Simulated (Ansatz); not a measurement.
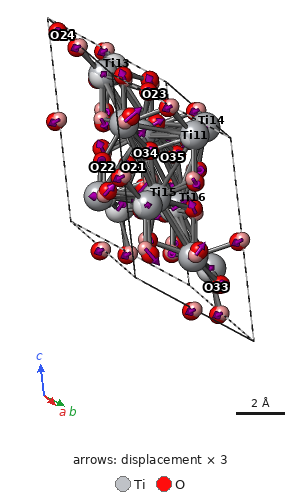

This is a relaxation of a defect cell of composition Ti16O31 (cell charge +2). The starting structure is drawn faded, the final one solid; purple arrows show the displacements, 3 times their true length.

The picture is a ball-and-stick view of the cell of the calculation (origin shifted), seen from a free direction.

All numbers below come from Ansatz 0.2.0, DFT, PBE, plane-wave PAW, default files, scalar-relativistic. Set-up: plane-wave cutoff 420 eV; k-point mesh 3 × 3 × 3; occupations fermi dirac; smearing width 0.01 eV; no spin polarisation; atoms relaxed in a fixed cell; force threshold 0.03 eV/Å; at most 40 steps.

Q: What happened in the run?

A: The atom that moves furthest is an O atom (0.52 Å along [−2 −1 −2]). By element the largest moves are O 0.52 Å, Ti 0.30 Å. The lattice vectors keep their values. Among the contacts that change: Ti–Ti 3.000 → 3.497 Å, Ti–Ti 2.981 → 3.425 Å, O–Ti 1.917 → 2.304 Å, Ti–Ti 2.934 → 3.297 Å. Among the angles between lasting bonds that change: Ti–O–Ti 95.1° → 132.1°, Ti–O–Ti 157.5° → 132.7°, Ti–O–Ti 94.6° → 118.2°. After 5 accepted moves (6 points after the start) the energy has fallen by 16.632 eV per cell of the calculation. Largest force component: 6.7 eV/Å at the start, 0.023 eV/Å at the end. 1 step only repeated the SCF at the same geometry. Cost: 2.9 min on 4 threads of Intel(R) Xeon(R) 6975P-C (Granite Rapids), on a shared host, peak memory 3.1 GiB.

Limits of the set-up: the periodic images lie only 7.8 Å apart, so the values are limited by the cell's size; the cell is charged, on a uniform background, and energies carry no finite-size correction.
